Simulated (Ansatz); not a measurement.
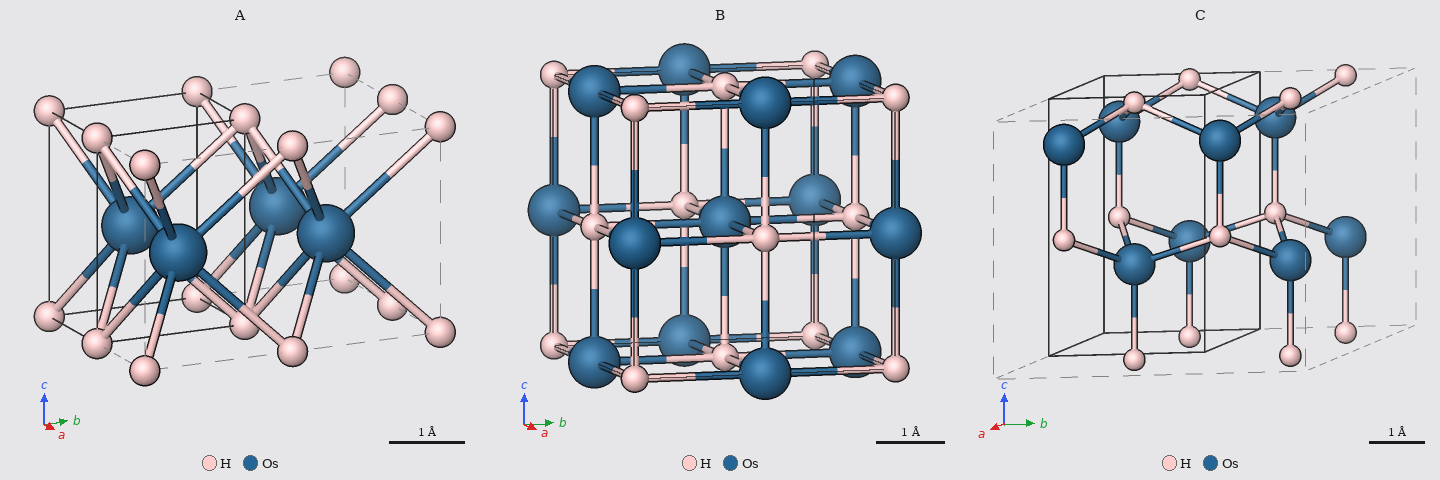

Three structures of HOs, each relaxed to rest (conventional cells in solid outline, small ones repeated, each panel with its own scale). Method: Ansatz 0.2.0, DFT PBE, scalar-relativistic, plane waves, PAW, without spin polarisation.

What are the structures shown?

Answer. A: tungsten carbide (WC) type, P-6m2; B: rock salt (NaCl type), Fm-3m; C: wurtzite, P6_3mc.

Rank them by energy, lowest first.

Answer. B, then C (+169 meV/atom) and A (+280 meV/atom), energies at zero smearing.

Collect the results in a table.

Answer.
| panel | structure | E − E(lowest) (meV/atom) | volume (Å³/atom) | gap (eV) |
| --- | --- | --- | --- | --- |
| B | Fm-3m | 0 | 8.3 | metal |
| C | P6_3mc | 169 | 8.9 | metal |
| A | P-6m2 | 280 | 8.9 | metal |

Some of these may be structure types tried for this composition rather than known phases, and the most stable form need not be among them. Gaps are taken on the k-mesh or band path of each run.
